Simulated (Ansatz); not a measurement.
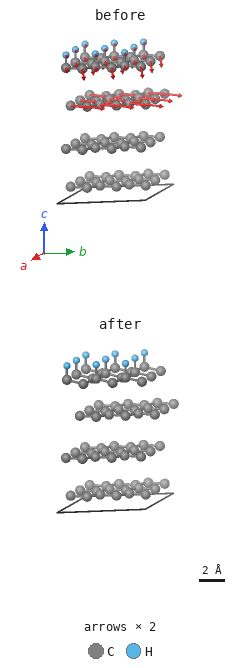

The structure of a slab of composition HC8 (cut from the Fmmm phase) before (top) and after (bottom) a constrained relaxation, at one scale. The red arrows give the displacements, 2 times their true length.

Style: ball-and-stick. Shown: the 3 × 3 repeat of the cell, outlined in the plane, without the vacuum, slightly off an axis.

Case: H put at a top C site. The slab is the (0 0 1) face of C with H on it. 4 atoms are held fixed.

The calculation used Ansatz 0.2.0, DFT PBE+D3(BJ), scalar-relativistic, plane waves, PAW. Settings: plane-wave cutoff 420 eV; k-point mesh 12 × 12 × 1; occupations gaussian; smearing width 0.1 eV; no spin polarisation; dipole correction; atoms relaxed in a fixed cell; force threshold 0.03 eV/Å; at most 70 steps.

> What changed between the two?

The energy falls by 0.600 eV per cell of the calculation in 14 geometry steps. The largest force component goes from 3.1 to 0.013 eV/Å. The forces were under the threshold at step 7, but the run went on from there. The largest moves, 0.79 Å, are those of C atoms. Largest moves by element: C 0.79 Å, H 0.17 Å. The cell stays as it was. Some distances before and after: C–H 1.080 → 1.174 Å, C–C 1.423 → 1.448 Å. Among the angles between lasting bonds that change: C–C–H 90.0° → 100.6°, C–C–C 120.0° → 116.7°. Cost: 6 min on 2 threads of Intel(R) Xeon(R) Processor @ 2.50GHz (Skylake/Cascade Lake) (shared host), peak memory 0.5 GiB.

Limits of the set-up: the periodic images lie only 2.5 Å apart, so the values are limited by the cell's size.
